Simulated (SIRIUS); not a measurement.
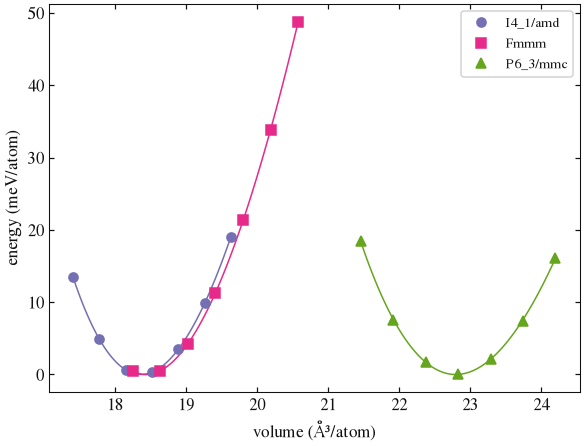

The figure shows the energy against volume, with one curve for each structure, for Ge. Each energy curve has its own zero, so the curves don't rank the structures.

Calculation (SIRIUS 7.12.0): all-electron LAPW DFT, no spin polarisation; energies at scaled volumes of the given cell, shape and fractions fixed, counted from the fit's minimum, third-order Birch-Murnaghan fit. Level: PBEsol.

occupations Fermi–Dirac; smearing width 0.05 eV; potentials all electron FP LAPW.

Settings that differ: I4_1/amd: k mesh 11×11×11; Fmmm: k mesh 7×7×7; P6_3/mmc: k mesh 8×8×4.

**Order the curves by fitted equilibrium volume, smallest first.**

I4_1/amd 18.372, Fmmm 18.442, P6_3/mmc 22.799 Å³/atom.

**Order the curves by fitted bulk modulus, smallest first.**

P6_3/mmc 66.9, Fmmm 77.3, I4_1/amd 78.7 GPa.

Limits of the calculation: shape and atomic fractions are frozen while scaling, which makes layered, chain and framework solids too stiff.
